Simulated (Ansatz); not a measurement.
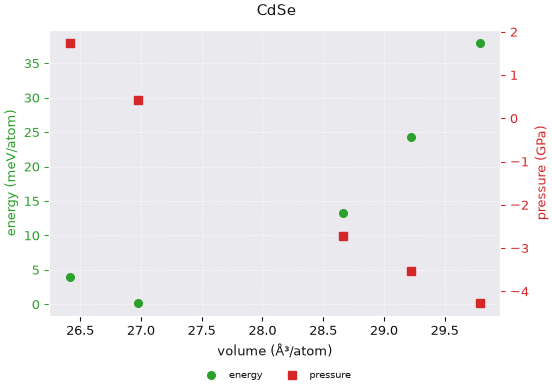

The plot gives the computed energy and pressure against volume for CdSe, space group P6_3mc (No. 186).

Cell as given: a = 4.300 Å, b = 4.300 Å, c = 7.020 Å, α = 90.00°, β = 90.00°, γ = 120.00°; 4 atoms.

Calculation (Ansatz 0.2.0): all-electron LAPW DFT, no spin polarisation; energies at scaled volumes of the given cell, shape and fractions fixed, counted from the fit's minimum, third-order Birch-Murnaghan fit. Level: LDA.

- k mesh: 7×7×4
- occupations: Fermi–Dirac
- smearing width: 0.05 eV
- potentials: all electron LAPW, scalar relativistic
- program settings: basis error eV/atom 0.002

The points at volume 27.54 Å³/atom and 28.10 Å³/atom are left out of the plot. What values does the calculation give there?

| volume (Å³/atom) | energy (meV/atom) | pressure (GPa) |
| --- | --- | --- |
| 27.54 | 0.87 | −0.74 |
| 28.10 | 5.35 | −1.78 |

Limits of the calculation: shape and atomic fractions are frozen while scaling, which makes layered, chain and framework solids too stiff.
